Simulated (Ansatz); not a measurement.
System: a (210) slab cut from GaAs (F-43m), ended by Ga above and As below, 18 atoms in the cell. Starting structure of the relaxation:

```
As Ga
1.0
     5.65828    0.00000    0.00000
    -2.82914    6.32614    0.00000
     0.00000    0.00000   25.75444
As Ga
9 9
Direct
  0.10000 0.70000 0.29121
  0.80000 0.10000 0.34034
  0.50000 0.50000 0.38947
  0.20000 0.90000 0.43859
  0.90000 0.30000 0.48772
  0.60000 0.70000 0.53684
  0.30000 0.10000 0.58597
  0.00000 0.50000 0.63510
  0.70000 0.90000 0.68422
  0.70000 0.40000 0.31578
  0.40000 0.80000 0.36490
  0.10000 0.20000 0.41403
  0.80000 0.60000 0.46316
  0.50000 0.00000 0.51228
  0.20000 0.40000 0.56141
  0.90000 0.80000 0.61053
  0.60000 0.20000 0.65966
  0.30000 0.60000 0.70879
```

Ansatz 0.2.0; DFT PBEsol, scalar-relativistic, plane waves, PAW, no spin polarisation, 7×6×1 k mesh, 420 eV cutoff.

What does the potential across the slab give for the work function?

The work function is 5.01 eV at the right face and 4.78 eV at the left. The vacuum levels differ by 0.23 eV, so the slab carries a dipole along its normal. The outermost atoms are 10.2 Å apart, which leaves 15.5 Å of vacuum in a cell 25.8 Å high.

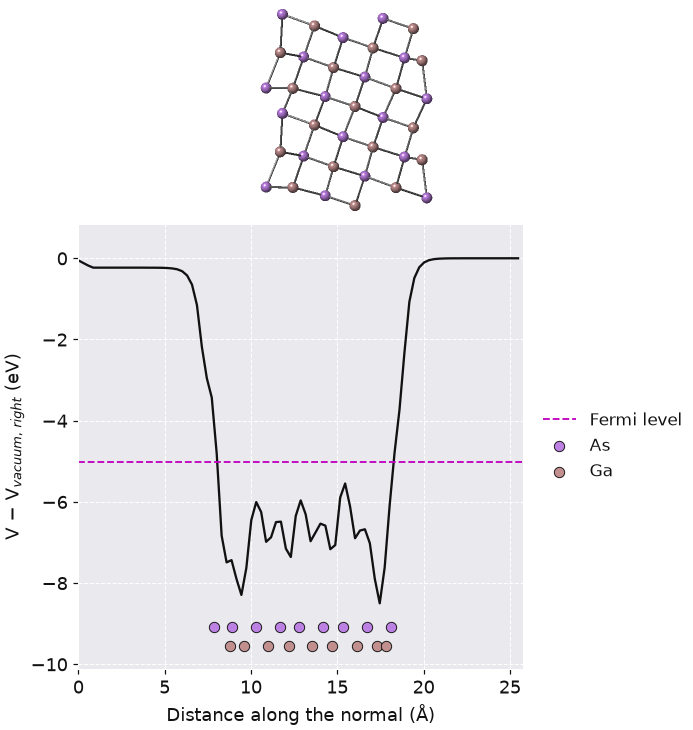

Plane-averaged electrostatic potential energy of an electron across the slab; circles at the bottom mark the heights of the atoms (positions after relaxation). The structure is drawn too.
